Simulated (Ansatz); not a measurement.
# Run report: SnSe2, band-structure calculation

The run: band-structure calculation of SnSe2 (P-3m1, 3 atoms in the cell). Method and program: DFT, r2SCAN, plane waves, PAW, no spin polarisation (Ansatz 0.2.0).

The structure was built on a prototype by a generator. The geometry comes from this level: r2scan-rvv10 (a point of a series of strains). It belongs to a series of runs on one base structure; here: hydrostatic strain +1.0%.

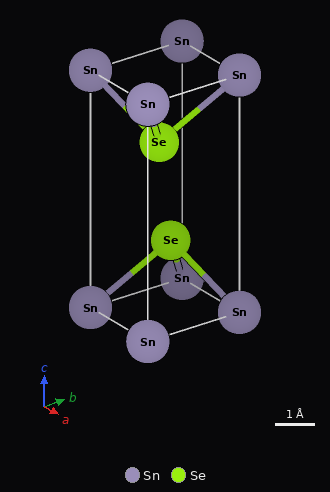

Figure 1. The structure (ball-and-stick view of the cell of the calculation, seen slightly off an axis). An atom can appear more than once, as a periodic image.

Input file
```yaml
crystal:
  lattice:
    - [3.8634008231, 0.0, 0.0]
    - [-1.9317004116, 3.3458032578, 0.0]
    - [0.0, 0.0, 6.289349855]
  atoms:
    - { symbol: Sn, position: [0.0, 0.0, 0.0] }
    - { symbol: Se, position: [0.3333333333, 0.6666666667, 0.2490884629] }
    - { symbol: Se, position: [0.6666666667, 0.3333333333, 0.7509115371] }
kpoints:
  mp_grid: { grid: [12, 12, 4] }
  band_path:
    path:
      - [0.0, 0.0, 0.0]
      - [0.5, 0.0, 0.0]
      - [0.3333333333, 0.3333333333, 0.0]
      - [0.0, 0.0, 0.5]
      - [0.5, 0.0, 0.5]
      - [0.3333333333, 0.3333333333, 0.5]
      - [-0.088542, 0.177083, 0.0]
      - [0.0, 0.460938, 0.338542]
    npoints: 1
hamiltonian:
  xc: r2scan
scf:
  occupations: { method: fixed }
  n_extra_bands: 4
output:
  forces: true
  stress: true
  eigenvalues: true
  write_density: true
  write_potential: true
  elf: true
  volumetric_format: npy
```

Run on 2 threads of AMD EPYC (Zen 3), 1656 GiB of memory available, shared host.

Launched with:
```bash
ansatz run input.yaml --threads 2 --pin off --max-ram 29491MiB --backend cpu --events-out ev --progress --plain --runs-dir out
```

The program's output
```
scf.n_extra_bands = 4 over 23 filled bands (N_el = 46.0): the run solves 27 bands
Engine: ansatz 0.2.0, x86_64-unknown-linux-gnu
Pseudopotentials: kind: paw
Pseudopotential: Sn, paw, valence charge 14, recommended cutoff 500 eV (meta_gga), Sn.paw.azcp
Pseudopotential: Se, paw, valence charge 16, recommended cutoff 500 eV (meta_gga), Se.paw.azcp
Functional definition: r2SCAN
  parameter k0 = 0.174
  parameter k1 = 0.065
  parameter a1 = 4.9479
  exchange = r2scan_x(k0 = k0, k1 = k1, a1 = a1)
  correlation = r2scan_c
Crystal: 3 atoms, lattice volume = 81.297 Å³
Basis set: ecut = 500 eV, 2045 PW (Γ), exchange–correlation on 120×120×192 points (64 copies of the dense FFT grid, shifted against one another)
Bands: 27, of which v1, the nominal top of the filled ones, is band 23 counted from 1 (22 counted from 0)
Symmetry: 12 space group operations
Space group: P-3m1 (ITA 164), of the structure as read, at distance tolerance 4.3e-5 Å
k-points: 69 of 576
Non-local potential: Sn, projectors of the file, l = 0: 2, l = 1: 2, l = 2: 2, l = 3: 2
Non-local potential: Se, projectors of the file, l = 0: 2, l = 1: 2, l = 2: 3, l = 3: 1
PAW form: soft (Blöchl's): semilocal exchange-correlation on the pseudo side does not see the compensation charge
PAW frozen core: Sn, regenerated for the run's functional (the file was generated under x = pbe(κ = 0.804, μ = 0.2195149727645171), c = pbe(β = 0.06672455060314922))
PAW frozen core: Se, regenerated for the run's functional (the file was generated under x = pbe(κ = 0.804, μ = 0.2195149727645171), c = pbe(β = 0.06672455060314922))
PAW one-centre angular grid: Sn, 590 points (default); XC on 249 of its mesh's 2787 points in the sphere
PAW one-centre angular grid: Se, 590 points (default); XC on 160 Gauss nodes
Initial density: superposition of atomic densities (neutral atoms: chi_scale 0, normalization atom), corrected by the library's trained network
Initial wavefunctions: pseudopotential atomic-orbital guess
Functional: x = r2scan, c = r2scan; τ floored in thin density (d = 2e-4 eV/Å³)
SCF iter   1: F=—  HF=-16996.155448 eV  |F-HF|=—  |Δ(HF+E_count)|=         —  Δρ=6.49e-3  dr2=5.95e-2  dr2_τ=6.55e-3  ethr=1.77e-3  ⟨swp⟩=5.0  Hψ=6846  notcnv=0  defer=130
preconditioner: auto → Resta (q_TF=auto, 2.481 Å⁻¹)  ε∞=2.7  [insulator: Δε(μ)=1.069 eV  Ē_g=16.273 eV  n_scr=22 (ndim 8)  ℏωp=21.0 eV  f_vac=0.097  ε∞_Penn≈2.7]
SCF iter   2: F=—  HF=-16996.166274 eV  |F-HF|=—  |Δ(HF+E_count)|=   1.08e-2  Δρ=2.94e-3  dr2=5.38e-3  dr2_τ=2.33e-4  ethr=1.29e-4  ⟨swp⟩=2.7  Hψ=3767  notcnv=0  defer=135
SCF iter   3: F=—  HF=-16996.166676 eV  |F-HF|=—  |Δ(HF+E_count)|=   4.02e-4  Δρ=1.14e-3  dr2=7.21e-4  dr2_τ=1.37e-5  ethr=1.17e-5  ⟨swp⟩=2.4  Hψ=2772  notcnv=0  defer=135
SCF iter   4: F=—  HF=-16996.166758 eV  |F-HF|=—  |Δ(HF+E_count)|=   8.26e-5  Δρ=2.30e-4  dr2=2.59e-5  dr2_τ=1.02e-6  ethr=1.57e-6  ⟨swp⟩=2.4  Hψ=2930  notcnv=0  defer=135
SCF iter   5: F=—  HF=-16996.166766 eV  |F-HF|=—  |Δ(HF+E_count)|=   7.97e-6  Δρ=7.08e-5  dr2=2.58e-6  dr2_τ=5.62e-8  ethr=5.64e-8  ⟨swp⟩=2.0  Hψ=3428  notcnv=0  defer=2
SCF iter   6: F=-16996.166768 eV  HF=-16996.166768 eV  |F-HF|=8.51e-9  |Δ(HF+E_count)|=   1.63e-6  Δρ=7.30e-6  dr2=5.59e-8  dr2_τ=6.42e-10  ethr=2.17e-10  ⟨swp⟩=9.7  Hψ=14996  notcnv=0
SCF 1 converged in 6 iterations: F = -16996.166768 eV  dr2 = 5.59e-8
  greatest PAW one-centre occupation: 1.000 electrons in one spin orbital (limit 2), on the Se atom at site 2 (counted from 0), in its partial waves of l = 2
```

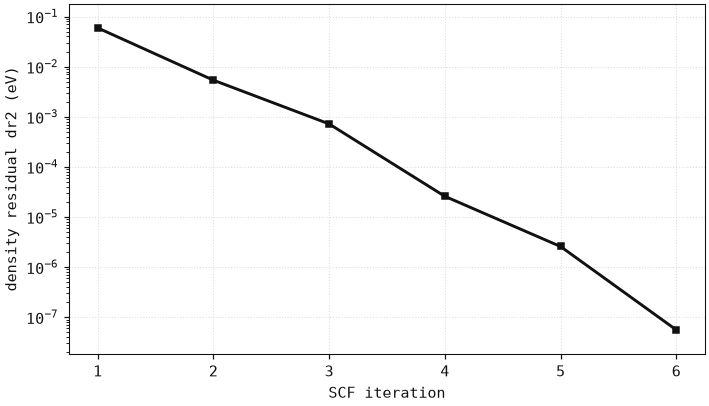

Figure 2. Convergence of the self-consistent field: density residual dr2 against the SCF iteration. The residual falls at every step.

```
NSCF: frozen V_eff on 8 k-points
SCF converged after 6 iterations
Free energy (F): -16996.166768 eV
Harris-Foulkes:  -16996.166768 eV  (|F-HF|=8.51e-9)
Internal energy: -16996.166768 eV  (E = F + TS)
E sigma→0 (E₀):  -16996.166768 eV
Fermi energy:    7.066493 eV
--- Per-component energies (eV) ---
  E_band       = -925.723125
  E_kinetic    = 423.845993
  E_local      = -6238.210443  (includes V_loc(G=0)·N_el)
  E_nonlocal   = -1221.979608
  E_hartree    = 3183.004123
  E_xc         = -569.256064
  E_vxc        = -313.310006  (∫ρ·V_xc dr)
  E_paw        = -8014.915603  (= ΣΔE_a)
  E_vpaw       = 41.217153  (= ΣTr[D̂ρ^β])
  E_aug_tail   = -0.000417  (compensation charges beyond the density's cutoff)
  E_vtau       = 16.714397  (kinetic-family band-sum trace: ∫τ·v_τ [+ j·A + Jᵃ·Aᵃ] dr)
  E_ewald      = -4555.860528
  E_core_change = -2.794221  (= ΣΔE_core)
  E_smearing   = -0.000000  (= −TS)
  E_closure    = 0.000000  (closes the sum)
  Σ components = -16996.166768   (vs F -16996.166768, Δ=0.00e0)
--- Forces (eV/Å), atoms counted from 1 ---
  atom   1  Sn     0.00000000     0.00000000     0.00000000
  atom   2  Se     0.00000000     0.00000000    -0.03090957
  atom   3  Se    -0.00000000    -0.00000000     0.03090957
  max |Σ_I F_I| component: 9.25e-18 eV/Å
--- Stress (GPa, compression-positive) ---
       -0.553481       0.000000      -0.000000
       -0.000000      -0.553481       0.000000
       -0.000000       0.000000       0.390504
  P = ⅓ Tr σ = -0.2388 GPa (-2.388 kbar)
--- Band table (eV; the first three rows and the last of 69) ---
  k-point 0: bands = ["-40.4189", "-40.4189", "-40.4189", "-40.4189", "-40.3869", "-40.3869", "-40.3864", "-40.3864", "-40.3733", "-40.3731", "-14.8366", "-14.8366", "-14.7981", "-14.7881", "-14.7881", "-7.0464", "-5.4162", "1.0706", "6.4474", "6.4474", "6.7422", "6.7422", "6.9857", "8.3982", "10.5492", "12.0481", "12.0481"]
  k-point 1: bands = ["-40.4189", "-40.4189", "-40.4189", "-40.4189", "-40.3868", "-40.3868", "-40.3864", "-40.3864", "-40.3732", "-40.3731", "-14.8366", "-14.8366", "-14.7980", "-14.7881", "-14.7881", "-6.9733", "-5.5601", "1.4339", "5.9553", "6.3975", "6.3975", "6.8173", "6.8173", "9.1832", "10.5344", "11.9270", "11.9270"]
  k-point 2: bands = ["-40.4189", "-40.4189", "-40.4189", "-40.4189", "-40.3867", "-40.3867", "-40.3865", "-40.3865", "-40.3732", "-40.3731", "-14.8366", "-14.8366", "-14.7980", "-14.7881", "-14.7881", "-6.8856", "-5.7152", "1.8861", "5.1424", "6.3611", "6.3611", "6.8793", "6.8793", "9.6908", "10.4859", "11.8118", "11.8118"]
  k-point 68: bands = ["-40.4186", "-40.4186", "-40.4185", "-40.4185", "-40.3869", "-40.3868", "-40.3868", "-40.3866", "-40.3728", "-40.3728", "-14.8547", "-14.8547", "-14.7866", "-14.7866", "-14.7697", "-5.0460", "-5.0460", "-0.1924", "3.0685", "3.0685", "3.5207", "6.6843", "6.6843", "9.6484", "12.2121", "12.2121", "13.6404"]
```

File bands.tsv
```
# k_distance	band_0	band_1	band_2	band_3	band_4	band_5	band_6	band_7	band_8	band_9	band_10	band_11	band_12	band_13	band_14	band_15	band_16	band_17	band_18	band_19	band_20	band_21	band_22	band_23	band_24	band_25	band_26
# fermi_ev = 7.066493
# lock_threshold_ev = 1e-6
# [0, 0, 0] at k_distance = 0.000000
# [0.5, 0, 0] at k_distance = 0.938965
# [0.3333333333, 0.3333333333, 0] at k_distance = 1.481077
# [0, 0, 0.5] at k_distance = 2.674832
# [0.5, 0, 0.5] at k_distance = 3.613797
# [0.3333333333, 0.3333333333, 0.5] at k_distance = 4.155909
# [-0.088542, 0.177083, 0] at k_distance = 5.249409
# [0, 0.460938, 0.338542] at k_distance = 5.966919
# levels_relative_to = fermi_ev
# free_energy_ev = -16996.166768
# largest_residual_norms_ev = 4.489e-4 5.648e-4 5.009e-4 4.423e-4 5.596e-4 4.884e-4 4.339e-4 4.540e-4 4.791e-4 4.996e-4 7.136e-4 7.355e-4 6.669e-4 6.575e-4 7.172e-4 7.008e-4 5.732e-4 1.752e-3 2.103e-3 1.902e-3 1.401e-3 1.121e-3 1.450e-3 1.243e-3 1.339e-3 1.649e-3 2.433e-3
0.000000	-47.485410	-47.485410	-47.485377	-47.485377	-47.453391	-47.453391	-47.452866	-47.452866	-47.439770	-47.439562	-21.903046	-21.903046	-21.864557	-21.854545	-21.854545	-14.112886	-12.482721	-5.995919	-0.619104	-0.619104	-0.324246	-0.324246	-0.080816	1.331660	3.482748	4.981569	4.981569
0.938965	-47.485409	-47.485293	-47.484828	-47.484816	-47.453474	-47.453437	-47.453107	-47.452900	-47.439405	-47.439342	-21.956502	-21.883752	-21.874284	-21.835326	-21.833324	-12.550914	-12.040449	-7.094259	-4.304245	-2.768707	-2.512844	-1.083484	-0.283898	1.345842	4.263671	5.815371	5.960631
1.481077	-47.485141	-47.485021	-47.485021	-47.485007	-47.453608	-47.453246	-47.453246	-47.452867	-47.439338	-47.439338	-21.921054	-21.921054	-21.853050	-21.853050	-21.836290	-12.123234	-12.123234	-7.318831	-3.535472	-3.535472	-3.214665	-1.402865	-1.402865	1.601999	6.855935	6.855935	7.472398
2.674832	-47.485401	-47.485401	-47.485387	-47.485387	-47.453229	-47.453229	-47.453027	-47.453027	-47.439694	-47.439638	-21.903045	-21.903045	-21.864473	-21.854553	-21.854553	-13.952090	-12.781647	-5.180394	-1.924048	-0.705365	-0.705365	-0.187171	-0.187171	2.624312	3.419407	4.745285	4.745285
3.613797	-47.485383	-47.485318	-47.484846	-47.484798	-47.453362	-47.453229	-47.453212	-47.453124	-47.439374	-47.439364	-21.956653	-21.883779	-21.874326	-21.835328	-21.833254	-12.465180	-12.112628	-7.206623	-4.707344	-2.358554	-1.938017	-0.753543	-0.627885	1.022751	4.692421	5.261900	6.393182
4.155909	-47.485100	-47.485048	-47.485021	-47.485021	-47.453352	-47.453251	-47.453251	-47.453124	-47.439333	-47.439333	-21.921151	-21.921151	-21.853061	-21.853061	-21.836226	-12.112450	-12.112450	-7.258920	-3.997970	-3.997970	-3.545788	-0.382166	-0.382166	2.581954	5.145608	5.145608	6.573938
5.249409	-47.485384	-47.485379	-47.485288	-47.485259	-47.453404	-47.453382	-47.452942	-47.452872	-47.439697	-47.439511	-21.912504	-21.896888	-21.859373	-21.858985	-21.852831	-13.886509	-12.342086	-5.979436	-2.196662	-1.847429	-0.642110	-0.471584	0.000417	2.437913	4.491629	4.624209	5.485582
5.966919	-47.485393	-47.485310	-47.484853	-47.484809	-47.453401	-47.453309	-47.453182	-47.453026	-47.439392	-47.439357	-21.955757	-21.883827	-21.874079	-21.835856	-21.833744	-12.537063	-12.083370	-7.159693	-4.541515	-2.378583	-2.146626	-0.786180	-0.544328	0.938327	4.664760	5.839721	6.393431
```

File rho_z.tsv
```
# z_ang	rho[e/angstrom^3]
# format = ansatz-planar-average/11
# lattice	3.863400823	0.000000000	0.000000000
# lattice	-1.931700412	3.345803258	0.000000000
# lattice	0.000000000	0.000000000	6.289349855
# sites	3
# site	50	0.000000000	0.000000000	0.000000000
# site	34	-0.000000000	2.230535505	1.566604488
# site	34	1.931700412	1.115267753	4.722745367
0.000000	1.039965e0
0.131028	9.768912e-1
0.262056	8.182049e-1
0.393084	6.320540e-1
0.524112	4.790250e-1
0.655141	3.850296e-1
0.786169	3.479311e-1
0.917197	3.673292e-1
1.048225	4.619387e-1
1.179253	6.725336e-1
1.310281	1.016786e0
1.441309	1.382621e0
1.572337	1.530347e0
1.703366	1.332189e0
1.834394	9.379193e-1
1.965422	5.812352e-1
2.096450	3.559807e-1
2.227478	2.334727e-1
2.358506	1.654910e-1
2.489534	1.214608e-1
2.620562	8.838622e-2
2.751591	6.469978e-2
2.882619	4.912577e-2
3.013647	4.038040e-2
3.144675	3.755646e-2
3.275703	4.038040e-2
3.406731	4.912577e-2
3.537759	6.469978e-2
3.668787	8.838622e-2
3.799816	1.214608e-1
3.930844	1.654910e-1
4.061872	2.334727e-1
4.192900	3.559807e-1
4.323928	5.812352e-1
4.454956	9.379193e-1
4.585984	1.332189e0
4.717012	1.530347e0
4.848041	1.382621e0
4.979069	1.016786e0
5.110097	6.725336e-1
5.241125	4.619387e-1
5.372153	3.673292e-1
5.503181	3.479311e-1
5.634209	3.850296e-1
5.765237	4.790250e-1
5.896265	6.320540e-1
6.027294	8.182049e-1
6.158322	9.768912e-1
```

File v_z.tsv
```
# z_ang	v_es[eV]	v_tot[eV]
# format = ansatz-planar-average/11
# xc	r2scan
# density_cutoff_ev	2000
# datasets	Sn=:simpson_from_first_knot:soft:shift=0	Se=:simpson_from_first_knot:soft:shift=0
# lattice	3.863400823	0.000000000	0.000000000
# lattice	-1.931700412	3.345803258	0.000000000
# lattice	0.000000000	0.000000000	6.289349855
# sites	3
# site	50	0.000000000	0.000000000	0.000000000
# site	34	-0.000000000	2.230535505	1.566604488
# site	34	1.931700412	1.115267753	4.722745367
0.000000	6.507121e0	-6.531392e0
0.131028	6.232031e0	-6.739416e0
0.262056	5.521859e0	-7.211508e0
0.393084	4.655841e0	-7.645508e0
0.524112	3.925825e0	-7.898691e0
0.655141	3.410653e0	-8.069110e0
0.786169	3.187320e0	-8.098940e0
0.917197	3.397874e0	-7.921624e0
1.048225	3.892663e0	-7.497776e0
1.179253	4.367164e0	-7.014112e0
1.310281	4.747820e0	-6.653948e0
1.441309	5.079834e0	-6.240167e0
1.572337	5.381398e0	-5.746564e0
1.703366	5.685140e0	-5.156529e0
1.834394	6.029536e0	-4.405850e0
1.965422	6.467876e0	-3.455565e0
2.096450	7.089051e0	-2.255641e0
2.227478	8.028377e0	-6.597540e-1
2.358506	9.300123e0	1.323548e0
2.489534	1.060797e1	3.332837e0
2.620562	1.155467e1	4.935152e0
2.751591	1.211356e1	6.077965e0
2.882619	1.245436e1	6.918038e0
3.013647	1.263984e1	7.549366e0
3.144675	1.269947e1	7.836045e0
3.275703	1.263984e1	7.549366e0
3.406731	1.245436e1	6.918038e0
3.537759	1.211356e1	6.077965e0
3.668787	1.155467e1	4.935152e0
3.799816	1.060797e1	3.332837e0
3.930844	9.300123e0	1.323548e0
4.061872	8.028377e0	-6.597540e-1
4.192900	7.089051e0	-2.255641e0
4.323928	6.467876e0	-3.455565e0
4.454956	6.029536e0	-4.405850e0
4.585984	5.685140e0	-5.156529e0
4.717012	5.381398e0	-5.746564e0
4.848041	5.079834e0	-6.240167e0
4.979069	4.747820e0	-6.653948e0
5.110097	4.367164e0	-7.014112e0
5.241125	3.892663e0	-7.497776e0
5.372153	3.397874e0	-7.921624e0
5.503181	3.187320e0	-8.098940e0
5.634209	3.410653e0	-8.069110e0
5.765237	3.925825e0	-7.898691e0
5.896265	4.655841e0	-7.645508e0
6.027294	5.521859e0	-7.211508e0
6.158322	6.232031e0	-6.739416e0
```

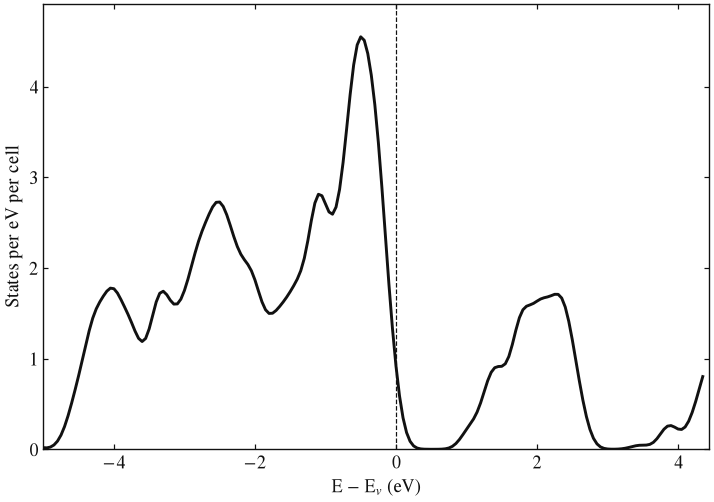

Figure 3. Density of states (the curve is built from the levels of the k mesh with Gaussians 0.3 eV wide, which also blur the band edges), with energies from the valence-band top. There is a gap of 1.02 eV on the k-point mesh. Small ripples come from the finite k-point mesh.

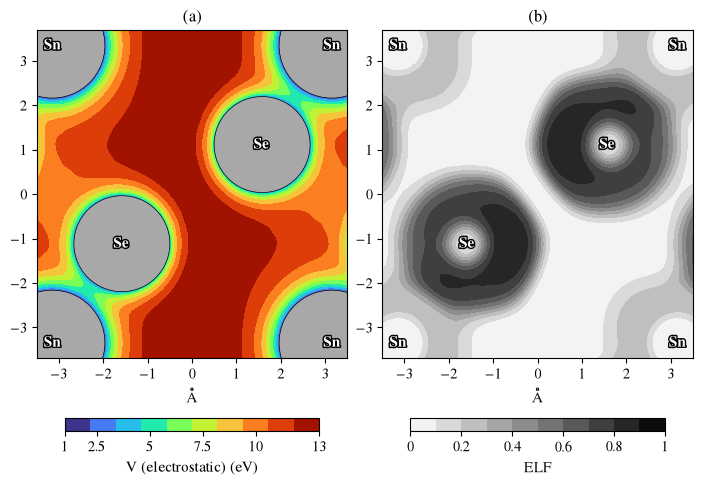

Figure 4. (a) electrostatic potential energy of an electron; (b) electron localisation function on the (110) plane of the conventional cell. Grey discs, where drawn, cover atomic cores. Sn–Se (2.73 Å): the ELF is about 0.65 at the midpoint. Outside the cores the potential energy rises away from the atoms and is highest about 2.5 Å from the nearest atoms; outside the discs it spans about 11 eV, and its zero is arbitrary. Core electrons are frozen (PAW), so the fields are smoothed inside the atomic spheres.

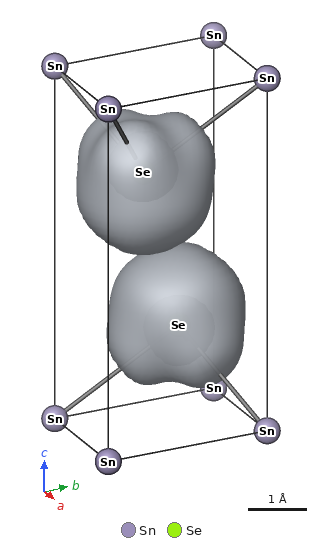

Figure 5. Isosurface of the ELF at 0.7 (grey), seen slightly off an axis. Only the valence region is drawn (cores and ρ < 0.01 e/Å³ removed). Sticks mark near contacts. The outline is the cell set on symmetry axes. Along the contacts the grid gives the following. Sn–Se (2.73 Å): the ELF is about 0.65 at the midpoint.

Key numbers

- outcome: converged
- space group (tolerance 0.01 Å): P-3m1 (164)
- electrons treated: 46
- free energy: −16996.1668 eV
- Fermi energy: 7.066 eV
- gap on the k-point mesh: 1.02 eV
- pressure: −0.24 GPa
- largest force (length of the vector): 0.031 eV/Å
- wall time: 8 s (CPU time 16 s)
- peak memory: 0.76 GiB
